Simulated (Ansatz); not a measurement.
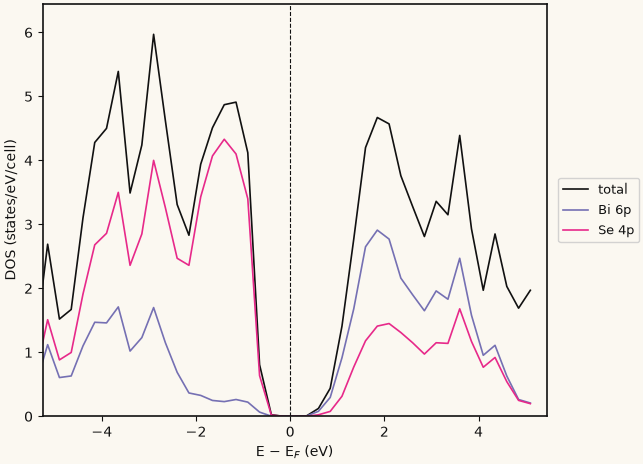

What does this figure show?

Density of states of Bi$_{2}$Se$_{3}$, space group R-3m, 5 atoms in the cell. Computed with Ansatz 0.2.0: DFT with r2SCAN, PAW plane waves, no spin polarisation, 7×7×7 k mesh, Fermi-Dirac smearing of 0.016 eV. Energies are counted from the Fermi level. The partial curves are projected on Löwdin-orthogonalised atomic shells.

There is a gap; over the k points computed it is 0.51 eV. By projected weight, the top eV of the valence band is Se 4p (85 %); the bottom eV of the conduction band is Bi 6p (70 %) and Se 4p (20 %).

The atoms aren't at rest in this cell (largest force 0.3 eV/Å), so the relaxed material can differ. Spin-orbit coupling is left out, which matters for Bi.
